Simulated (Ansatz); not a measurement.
**Run report: MnS, single-point calculation (part 2 of 2)**

Continued. System: MnS (2 atoms in the cell). Method: DFT LDA, spin-orbit coupling, plane waves, PAW (Ansatz 0.2.0); cutoff 420 eV, 6×6×6 k-mesh, Gaussian smearing of 0.05 eV. The structure derives from an entry of the Crystallography Open Database. It belongs to a series of runs on one base structure; here: random orbitals: random, high filling.

Geometry of the input (Å; fractional positions):
```
0.0000  2.6122  2.6122
2.6122  0.0000  2.6122
2.6122  2.6122  0.0000
Mn 0.0000  0.0000  0.0000
S  0.5000  0.5000  0.5000
```

**Output, continued**
```
SCF iter   1: F=—  HF=-4709.226140 eV  |F-HF|=—  |Δ(HF+E_count)|=         —  Δρ=5.24e-2  dr2=6.77e-1  dr2_m=6.93e-2  ethr=3.10e-3  |M|=5.00e0 ∫|m|=5.04e0 μB  |m|>n=0.0e0 m-floor=0.0e0 τ_xc=0.0e0  β_m=1.00  ⟨swp⟩=7.7  Hψ=4948  notcnv=0  defer=5
preconditioner: auto → none  [insulator: Δε(μ)=1.401 eV  Ē_g=14.085 eV  σ=0.050 eV  W_gap=1.00  n_scr=14 (ndim 8)  ℏωp=22.4 eV  f_vac=0.000  D(μ)=0.00/eV (n_scr^D=0)  ε∞_Penn≈3.5]
SCF iter   2: F=—  HF=-4709.262951 eV  |F-HF|=—  |Δ(HF+E_count)|=   3.68e-2  Δρ=2.15e-2  dr2=1.23e-1  dr2_m=1.48e-3  ethr=3.10e-3  |M|=5.00e0 ∫|m|=5.05e0 μB  |m|>n=0.0e0 m-floor=0.0e0 τ_xc=1.5e-21  β_m=1.00  ⟨swp⟩=2.2  Hψ=1647  notcnv=0  defer=115
SCF iter   3: F=—  HF=-4709.297304 eV  |F-HF|=—  |Δ(HF+E_count)|=   3.44e-2  Δρ=7.37e-3  dr2=8.88e-3  dr2_m=1.71e-3  ethr=5.86e-4  |M|=5.00e0 ∫|m|=5.05e0 μB  |m|>n=0.0e0 m-floor=0.0e0 τ_xc=2.4e-21  β_m=1.00  ⟨swp⟩=2.8  Hψ=1652  notcnv=0  defer=115
SCF iter   4: F=—  HF=-4709.323130 eV  |F-HF|=—  |Δ(HF+E_count)|=   2.58e-2  Δρ=2.18e-3  dr2=7.48e-4  dr2_m=3.16e-5  ethr=4.23e-5  |M|=5.00e0 ∫|m|=5.06e0 μB  |m|>n=0.0e0 m-floor=0.0e0 τ_xc=3.3e-21  β_m=1.00  ⟨swp⟩=2.0  Hψ=1489  notcnv=0  defer=115
SCF iter   5: F=—  HF=-4709.329504 eV  |F-HF|=—  |Δ(HF+E_count)|=   6.37e-3  Δρ=2.60e-4  dr2=1.96e-5  dr2_m=5.50e-6  ethr=3.56e-6  |M|=5.00e0 ∫|m|=5.06e0 μB  |m|>n=0.0e0 m-floor=0.0e0 τ_xc=3.9e-21  β_m=1.00  ⟨swp⟩=2.1  Hψ=1411  notcnv=0  defer=115
SCF iter   6: F=—  HF=-4709.332786 eV  |F-HF|=—  |Δ(HF+E_count)|=   3.28e-3  Δρ=2.27e-4  dr2=4.41e-6  dr2_m=4.23e-6  ethr=9.35e-8  |M|=5.00e0 ∫|m|=5.06e0 μB  |m|>n=0.0e0 m-floor=0.0e0 τ_xc=3.8e-21  β_m=0.30  ⟨swp⟩=2.9  Hψ=1603  notcnv=0  defer=115
Mixer restart at iter 6: flushing history
spin-set hold released at iteration 6 (site moments contracting): the magnetisation degrees of freedom join the quasi-Newton model from the next iteration; the mixer history was flushed
SCF iter   7: F=—  HF=-4709.334280 eV  |F-HF|=—  |Δ(HF+E_count)|=   1.49e-3  Δρ=3.07e-4  dr2=3.14e-6  dr2_m=7.73e-6  ethr=2.10e-8  |M|=5.00e0 ∫|m|=5.06e0 μB  |m|>n=0.0e0 m-floor=0.0e0 τ_xc=4.1e-21  β_m=0.65  ⟨swp⟩=2.1  Hψ=1407  notcnv=0  defer=115
SCF iter   8: F=—  HF=-4709.335779 eV  |F-HF|=—  |Δ(HF+E_count)|=   1.50e-3  Δρ=1.52e-4  dr2=4.83e-7  dr2_m=1.89e-6  ethr=1.50e-8  |M|=5.00e0 ∫|m|=5.06e0 μB  |m|>n=0.0e0 m-floor=0.0e0 τ_xc=4.3e-21  β_m=0.75  ⟨swp⟩=3.0  Hψ=2005  notcnv=0  defer=115
SCF iter   9: F=—  HF=-4709.335780 eV  |F-HF|=—  |Δ(HF+E_count)|=   4.60e-7  Δρ=7.11e-5  dr2=2.58e-7  dr2_m=4.13e-7  ethr=2.30e-9  |M|=5.00e0 ∫|m|=5.06e0 μB  |m|>n=0.0e0 m-floor=0.0e0 τ_xc=4.4e-21  β_m=0.88  ⟨swp⟩=2.6  Hψ=1478  notcnv=0  defer=115
SCF iter  10: F=—  HF=-4709.335780 eV  |F-HF|=—  |Δ(HF+E_count)|=   2.20e-7  Δρ=5.14e-5  dr2=6.26e-7  dr2_m=5.32e-8  ethr=1.23e-9  |M|=5.00e0 ∫|m|=5.06e0 μB  |m|>n=0.0e0 m-floor=0.0e0 τ_xc=4.5e-21  β_m=0.68  ⟨swp⟩=2.9  Hψ=1555  notcnv=0  defer=115
SCF iter  11: F=—  HF=-4709.335780 eV  |F-HF|=—  |Δ(HF+E_count)|=   3.02e-7  Δρ=2.16e-6  dr2=2.65e-9  dr2_m=5.49e-12  ethr=1.23e-9  |M|=5.00e0 ∫|m|=5.06e0 μB  |m|>n=0.0e0 m-floor=0.0e0 τ_xc=4.3e-21  β_m=0.57  ⟨swp⟩=2.9  Hψ=1534  notcnv=0  defer=115
SCF iter  12: F=—  HF=-4709.335780 eV  |F-HF|=—  |Δ(HF+E_count)|=   1.87e-9  Δρ=2.24e-7  dr2=4.52e-12  dr2_m=4.16e-12  ethr=1.26e-11  |M|=5.00e0 ∫|m|=5.06e0 μB  |m|>n=0.0e0 m-floor=0.0e0 τ_xc=4.4e-21  β_m=0.76  ⟨swp⟩=3.3  Hψ=1357  notcnv=0  defer=115
SCF iter  13: F=—  HF=-4709.335780 eV  |F-HF|=—  |Δ(HF+E_count)|=    0.00e0  Δρ=6.81e-8  dr2=3.37e-13  dr2_m=3.84e-13  ethr=1.00e-12  |M|=5.00e0 ∫|m|=5.06e0 μB  |m|>n=0.0e0 m-floor=0.0e0 τ_xc=4.4e-21  β_m=0.76  ⟨swp⟩=1.9  Hψ=934  notcnv=0  defer=115
Mixer restart at iter 13: flushing history
SCF iter  14: F=—  HF=-4711.472031 eV  |F-HF|=—  |Δ(HF+E_count)|=         —  Δρ=7.65e-2  dr2=1.40e0  dr2_m=4.78e-1  ethr=1.00e-12  |M|=4.44e0 ∫|m|=4.44e0 μB  |m|>n=0.0e0 m-floor=0.0e0 τ_xc=4.5e-21  β_m=0.76  ⟨swp⟩=8.5  Hψ=5949  notcnv=0  defer=83
SCF iter  15: F=—  HF=-4712.674041 eV  |F-HF|=—  |Δ(HF+E_count)|=    1.20e0  Δρ=1.21e-1  dr2=5.64e0  dr2_m=1.58e-1  ethr=1.00e-12  |M|=4.69e0 ∫|m|=4.69e0 μB  |m|>n=0.0e0 m-floor=0.0e0 τ_xc=1.2e-19  β_m=0.01  ⟨swp⟩=9.1  Hψ=6946  notcnv=0  defer=68  recentre
SCF iter  16: F=—  HF=-4711.469111 eV  |F-HF|=—  |Δ(HF+E_count)|=    1.20e0  Δρ=7.58e-2  dr2=1.38e0  dr2_m=4.70e-1  ethr=1.00e-12  |M|=4.44e0 ∫|m|=4.44e0 μB  |m|>n=0.0e0 m-floor=0.0e0 τ_xc=5.7e-21  β_m=0.00  ⟨swp⟩=8.7  Hψ=6470  notcnv=0  defer=93
SCF iter  17: F=—  HF=-4711.460779 eV  |F-HF|=—  |Δ(HF+E_count)|=   8.33e-3  Δρ=7.57e-2  dr2=1.34e0  dr2_m=4.69e-1  ethr=1.00e-12  |M|=4.44e0 ∫|m|=4.44e0 μB  |m|>n=0.0e0 m-floor=0.0e0 τ_xc=6.1e-21  β_m=0.00  ⟨swp⟩=5.4  Hψ=3432  notcnv=0  defer=87
SCF iter  18: F=—  HF=-4711.458205 eV  |F-HF|=—  |Δ(HF+E_count)|=   2.57e-3  Δρ=7.56e-2  dr2=1.30e0  dr2_m=4.68e-1  ethr=1.00e-12  |M|=4.44e0 ∫|m|=4.44e0 μB  |m|>n=0.0e0 m-floor=0.0e0 τ_xc=9.8e-21  β_m=0.01  ⟨swp⟩=6.0  Hψ=4076  notcnv=0  defer=87
SCF iter  19: F=—  HF=-4711.409413 eV  |F-HF|=—  |Δ(HF+E_count)|=   4.88e-2  Δρ=7.31e-2  dr2=1.12e0  dr2_m=4.37e-1  ethr=1.00e-12  |M|=4.44e0 ∫|m|=4.44e0 μB  |m|>n=0.0e0 m-floor=0.0e0 τ_xc=5.9e-21  β_m=0.01  ⟨swp⟩=6.3  Hψ=3934  notcnv=0  defer=87
SCF iter  20: F=—  HF=-4711.350576 eV  |F-HF|=—  |Δ(HF+E_count)|=   5.88e-2  Δρ=6.80e-2  dr2=8.56e-1  dr2_m=3.78e-1  ethr=1.00e-12  |M|=4.44e0 ∫|m|=4.44e0 μB  |m|>n=0.0e0 m-floor=0.0e0 τ_xc=5.9e-20  β_m=0.02  ⟨swp⟩=7.0  Hψ=4208  notcnv=0  defer=87
SCF iter  21: F=—  HF=-4711.221995 eV  |F-HF|=—  |Δ(HF+E_count)|=   1.29e-1  Δρ=4.88e-2  dr2=4.27e-2  dr2_m=1.94e-1  ethr=1.00e-12  |M|=4.65e0 ∫|m|=4.65e0 μB  |m|>n=0.0e0 m-floor=0.0e0 τ_xc=5.6e-20  β_m=0.33  ⟨swp⟩=7.9  Hψ=5020  notcnv=0  defer=88
SCF iter  22: F=—  HF=-4711.241172 eV  |F-HF|=—  |Δ(HF+E_count)|=   1.92e-2  Δρ=3.58e-2  dr2=1.29e-2  dr2_m=1.05e-1  ethr=1.00e-12  |M|=4.63e0 ∫|m|=4.63e0 μB  |m|>n=0.0e0 m-floor=0.0e0 τ_xc=7.6e-20  β_m=0.63  ⟨swp⟩=7.0  Hψ=4208  notcnv=0  defer=86
SCF iter  23: F=—  HF=-4711.264548 eV  |F-HF|=—  |Δ(HF+E_count)|=   2.34e-2  Δρ=7.18e-3  dr2=3.43e-3  dr2_m=4.21e-3  ethr=1.00e-12  |M|=4.58e0 ∫|m|=4.58e0 μB  |m|>n=0.0e0 m-floor=0.0e0 τ_xc=2.6e-19  β_m=0.81  ⟨swp⟩=6.9  Hψ=4109  notcnv=0  defer=86
SCF iter  24: F=—  HF=-4711.265293 eV  |F-HF|=—  |Δ(HF+E_count)|=   7.45e-4  Δρ=5.42e-4  dr2=5.67e-5  dr2_m=2.40e-5  ethr=1.00e-12  |M|=4.56e0 ∫|m|=4.56e0 μB  |m|>n=0.0e0 m-floor=0.0e0 τ_xc=3.0e-19  β_m=0.91  ⟨swp⟩=6.2  Hψ=4104  notcnv=0  defer=84
SCF iter  25: F=—  HF=-4711.265296 eV  |F-HF|=—  |Δ(HF+E_count)|=   3.26e-6  Δρ=1.19e-4  dr2=2.89e-6  dr2_m=1.15e-6  ethr=1.00e-12  |M|=4.56e0 ∫|m|=4.56e0 μB  |m|>n=0.0e0 m-floor=0.0e0 τ_xc=3.0e-19  β_m=0.95  ⟨swp⟩=4.9  Hψ=2955  notcnv=0  defer=84
SCF iter  26: F=-4711.265297 eV  HF=-4711.265297 eV  |F-HF|=1.10e-9  |Δ(HF+E_count)|=   6.52e-7  Δρ=1.29e-5  dr2=7.72e-9  dr2_m=1.36e-8  ethr=1.00e-12  |M|=4.56e0 ∫|m|=4.56e0 μB  |m|>n=0.0e0 m-floor=0.0e0 τ_xc=2.9e-19  ⟨swp⟩=9.9  Hψ=6502  notcnv=0
SCF 1 converged in 26 iterations: F = -4711.265297 eV  dr2 = 7.72e-9
  greatest PAW one-centre occupation: 1.001 electrons in one spin orbital (limit 2), on the Mn atom at site 0 (counted from 0), in its partial waves of l = 1
SCF converged after 26 iterations
Magnetization: |M| = 4.5607 μB,  M = (+0.0000, -0.0000, +4.5607) μB
Absolute magnetization: 4.5607 μB (∫|m|, with the PAW one-centre terms)
  site 0: m = (-0.0000, -0.0000, +4.0830) μB, |m| = 4.0830 μB  (R = 1.08 Å)
  site 1: m = (+0.0000, -0.0000, +0.1334) μB, |m| = 0.1334 μB  (R = 1.08 Å)
Free energy (F): -4711.265297 eV
Harris-Foulkes:  -4711.265297 eV  (|F-HF|=1.10e-9)
Internal energy: -4711.262620 eV  (E = F + TS)
E sigma→0 (E₀):  -4711.263959 eV
Entropy (-TS):   -0.002676 eV (-1.338 meV/atom)
Fermi energy:    9.867488 eV
--- Per-component energies (eV) ---
  E_band       = -302.208657
  E_kinetic    = 405.738123
  E_local      = -2469.004202  (includes V_loc(G=0)·N_el)
  E_nonlocal   = 284.954495
  E_hartree    = 1009.141426
  E_xc         = -205.668795
  E_vxc        = -228.522827  (∫ρ·V_xc dr)
  E_paw        = -1817.559726  (= ΣΔE_a)
  E_vpaw       = -313.655129  (= ΣTr[D̂ρ^β])
  E_aug_tail   = -0.000009  (compensation charges beyond the density's cutoff)
  E_ewald      = -1919.402845
  E_core_change = 0.538913  (= ΣΔE_core)
  E_smearing   = -0.002676  (= −TS)
  E_closure    = -0.000000  (closes the sum)
  Σ components = -4711.265297   (vs F -4711.265297, Δ=0.00e0)
--- Hubbard shell moments (per corrected site; Tr N, ν in electrons; μ in μ_B) ---
  shell 0: Tr N=5.4842  μ_S=(+0.0000, -0.0000, +4.2540)  μ_L=(+0.0000, -0.0000, +0.0156)  μ=(+0.0000, -0.0000, +4.2696)  ν=0.0356 along (+0.000, +0.000, +1.000)
--- Specified on-site occupations, and those of the state reported ---
  electrons in the specified blocks: 4.9500 specified, 5.4842 found
  site 0 (l=d): largest change of an orbital's occupation 0.1303; electrons 4.9500 specified, 5.4842 found; spectral distance 0.2419
--- Forces (eV/Å), atoms counted from 1 ---
  atom   1  Mn    -0.00000000     0.00000000     0.00000000
  atom   2  S      0.00000000    -0.00000000     0.00000000
  max |Σ_I F_I| component: 1.95e-18 eV/Å
--- Stress (GPa, compression-positive) ---
      -12.242433       0.000000       0.000000
        0.000000     -12.242433       0.000000
        0.000000       0.000000     -12.232607
  P = ⅓ Tr σ = -12.2392 GPa (-122.392 kbar)
--- Band table (eV; the first three rows and the last of 30) ---
  k-point 0: bands = ["-71.1430", "-66.8338", "-40.7580", "-40.3478", "-39.8289", "-36.3833", "-35.9804", "-35.6368", "-4.6333", "-4.3139", "6.6685", "6.6694", "6.7117", "6.7604", "6.7819", "7.9464", "7.9803", "8.0274", "8.2348", "8.2688", "8.2965", "9.9483", "9.9550", "9.9831", "10.0817", "10.0918", "11.4267", "12.2618", "18.3494", "18.3564"]
  k-point 1: bands = ["-71.1429", "-66.8337", "-40.7588", "-40.3487", "-39.8298", "-36.3844", "-35.9816", "-35.6380", "-4.3626", "-4.0540", "5.7733", "6.0732", "6.0819", "6.5898", "6.8198", "6.8234", "7.4007", "7.5691", "7.5927", "8.7907", "8.8108", "10.1764", "10.1809", "10.2646", "10.9545", "10.9635", "12.8047", "13.6113", "16.8756", "17.7993"]
  k-point 2: bands = ["-71.1427", "-66.8334", "-40.7605", "-40.3504", "-39.8317", "-36.3867", "-35.9840", "-35.6404", "-3.7097", "-3.4345", "3.7897", "4.4545", "5.3662", "5.3676", "6.8010", "6.8212", "7.0794", "7.0810", "7.4587", "9.8407", "9.8520", "10.6293", "10.6384", "10.6853", "12.2388", "12.2436", "13.1055", "13.9258", "15.9934", "16.0319"]
  k-point 29: bands = ["-71.1424", "-66.8330", "-40.7610", "-40.3551", "-39.8322", "-36.3875", "-35.9905", "-35.6412", "-3.1827", "-2.8938", "3.9810", "4.3887", "6.1484", "6.3678", "6.4356", "6.7190", "6.7868", "7.0171", "7.3341", "7.3836", "7.7880", "8.9033", "10.4992", "10.6448", "11.1205", "11.1661", "11.2916", "11.9526", "15.3074", "16.9183"]
Occupation matrices written to [file]
--- Löwdin populations: 2 sites ---
  site symbol       q [e]
     0     Mn     14.0637
     1      S      6.7783
  spilling = 0.007524 (of n_electrons = 21.000000)
--- Occupation matrices: 1 shell (run DFT+U table (all-electron-ortho-atomic); ε = 2.00e-2, provisional) ---
  Mn0 d_3D: site group Oh (m-3m)
  Mn0 d_3D spinor Tr n = 5.4842  λ = 0.104 0.105 0.107 0.149 0.150 0.943 0.943 0.995 0.995 0.995  [3× xz 0.33 (T2g 1.00) G3/2g(0.66) | 2× z2 0.50 (Eg 1.00) G3/2g(1.00) | 2× x2-y2 0.50 (Eg 1.00) G3/2g(1.00) | 3× xz 0.33 (T2g 1.00) G3/2g(0.67)]
  specified occupation → Mn0 d_3D spinor: matrix, ‖Δ‖_F = 0.2448, Tr Δ = -0.5342, displaced = 0.3246, d_λ = 0.2419; orbital distance = 0.0420
  Tr n, λ and their labels are of the run-group-symmetrised matrices; stabiliser: 16 of 96 elements of G0×{1,Θ} (closed), max defect 2.6e-15 at τ = 4.2e-3
```

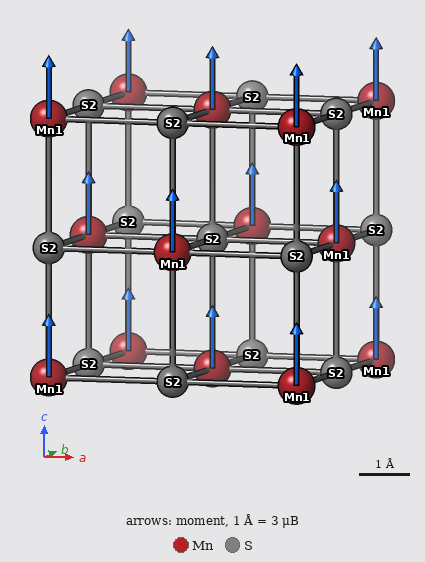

*Magnetic moments of the sites as blue arrows (ball-and-stick view of the cell 4 times as large as that of the calculation, set on its symmetry axes, seen slightly off an axis; atoms are numbered from 1 in the order of the input); small moments hardly show.*

Site moments: Mn1 (3.88 μB); S2 (0.20 μB). They are counted near the atoms and needn't add up to the moment of the cell.

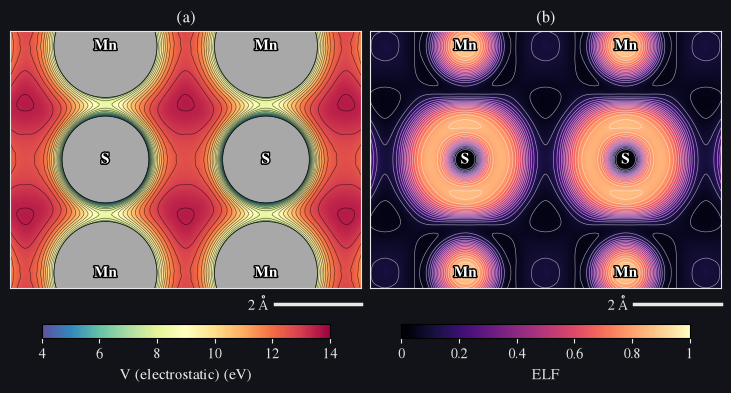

*(a) electrostatic potential (local pseudopotential plus Hartree) felt by an electron; (b) ELF on the (011̄) plane of the calculation cell. Grey discs, where drawn, cover atomic cores.*

The section cuts through Mn and S sites. Mn–S (2.61 Å): the ELF is about 0.35 at the midpoint; no shared pair; the contact is polar. The strong features right at Mn lie inside the PAW spheres (semicore, d or f shells) and say nothing about bonding. Outside the cores the potential energy rises away from the atoms and is highest about 2.2 Å from the nearest atoms; outside the discs it spans about 9 eV, and its zero is arbitrary. In a PAW calculation such maps are meaningful between the atoms, not at the nuclei.

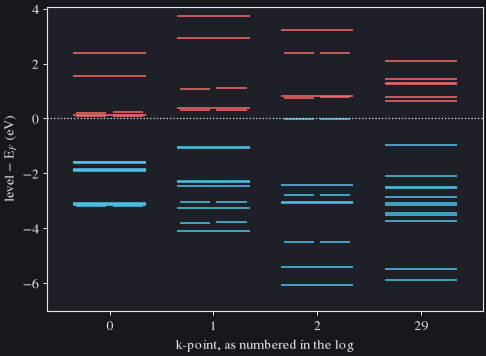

*Kohn–Sham levels near the Fermi level (dotted) at the few k-points that the log prints; levels within 0.02 eV of each other stand side by side.*

The system is metallic on the full mesh.

**Summary**

- outcome: converged
- space group (tolerance 0.01 Å): Fm-3m (225)
- electrons treated: 21
- free energy: −4711.2653 eV
- Fermi energy: 9.867 eV
- gap on the k-point mesh: none (metallic)
- net moment of the cell: 4.56 μB
- integrated absolute moment: 4.56 μB
- pressure: −12.24 GPa
- largest force (length of the vector): under 0.001 eV/Å
- wall time: 13 s (CPU time 23 s)
- peak memory: 0.49 GiB

Warnings of the run: the SCF threshold is looser than advised for the printed stress. The cell is under a tension of 12.2 GPa at this level, so it is not at its equilibrium volume.
